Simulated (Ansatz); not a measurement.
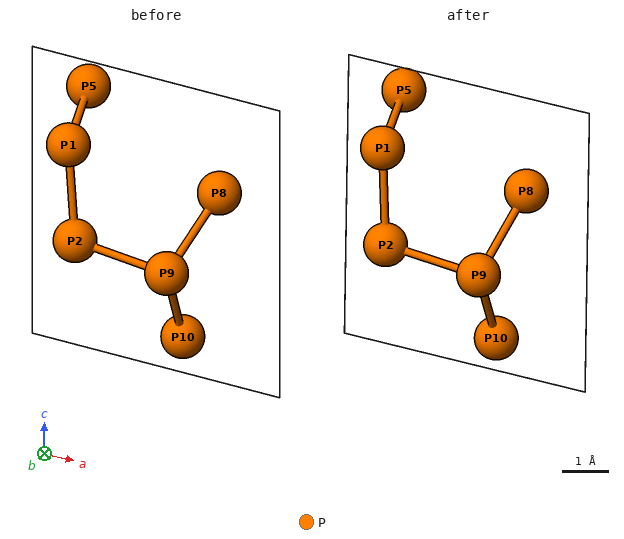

The structure of solid P (set up in Pm) before (left) and after (right) a relaxation, at one scale.

A ball-and-stick model of the cell of the calculation, seen along the b axis.

Computed with DFT PBE+D3(BJ), scalar-relativistic, plane waves, PAW in Ansatz.

The input:
```yaml
crystal:
  lattice:
    - [5.6351172265, 0.0, 0.0]
    - [0.0, 19.6324366611, 0.0]
    - [-1.6004025234, 0.0, 6.1198546024]
  atoms:
    - { symbol: P, position: [0.14579637, 0.41260572, 0.68959014] }
    - { symbol: P, position: [0.17229931, 0.44297344, 0.36139955] }
    - { symbol: P, position: [0.17229931, 0.55702656, 0.36139955] }
    - { symbol: P, position: [0.14579637, 0.58739428, 0.68959014] }
    - { symbol: P, position: [0.22712617, 0.5, 0.91279188] }
    - { symbol: P, position: [0.54286534, 0.58688541, 0.33045997] }
    - { symbol: P, position: [0.75654353, 0.55799602, 0.65858444] }
    - { symbol: P, position: [0.75654353, 0.44200398, 0.65858444] }
    - { symbol: P, position: [0.54286534, 0.41311459, 0.33045997] }
    - { symbol: P, position: [0.60848927, 0.5, 0.1251267] }
basis:
  ecutwfc: 420
kpoints:
  mp_grid: { grid: [6, 2, 6] }
hamiltonian:
  xc: pbe
  dispersion: d3bj
scf:
  occupations: { method: gaussian, width: 0.02 }
output:
  forces: true
  stress: true
  eigenvalues: true
relax:
  adjacent_minimum: "off"
  f_tol: 0.005
  max_steps: 80
  cell: { stress_tol: 0.05 }
```

Run as
```bash
ansatz run input.yaml --threads 2 --pin off --max-ram 5120MiB --backend cpu --events-out ev --progress --plain --runs-dir out
```

**Summarise the run.**

The run was cut off at its time limit before the relaxation converged, so the last structure is only a point on the way. After 5 geometry steps the energy has fallen by 99.8 meV per cell of the calculation. The largest force component goes from 0.39 to 0.013 eV/Å. The pressure goes from 0.09 to −0.01 GPa. The largest move relative to the cell is that of P10, 0.14 Å along [2 0 −1]. The volume changes by −5.1 %, with a 5.635 → 5.466 Å (−3.0 %), b 19.632 → 19.615 Å (−0.1 %), c 6.326 → 6.146 Å (−2.8 %), β 104.7° → 102.9°. Some distances before and after: P1–P2 2.201 → 2.220 Å, P6–P7 2.194 → 2.210 Å, P1–P8 2.228 → 2.243 Å, P2–P9 2.225 → 2.238 Å. Bond angles that change, for instance: P4–P3–P6 107.5° → 104.1°, P1–P8–P9 108.0° → 104.7°, P5–P10–P6 94.3° → 91.1°. The space group stays Pm (No. 6). Cost: 15 min on 2 threads of Intel(R) Xeon(R) Processor @ 2.50GHz (Skylake/Cascade Lake), with other jobs on the host, peak memory 1.2 GiB.
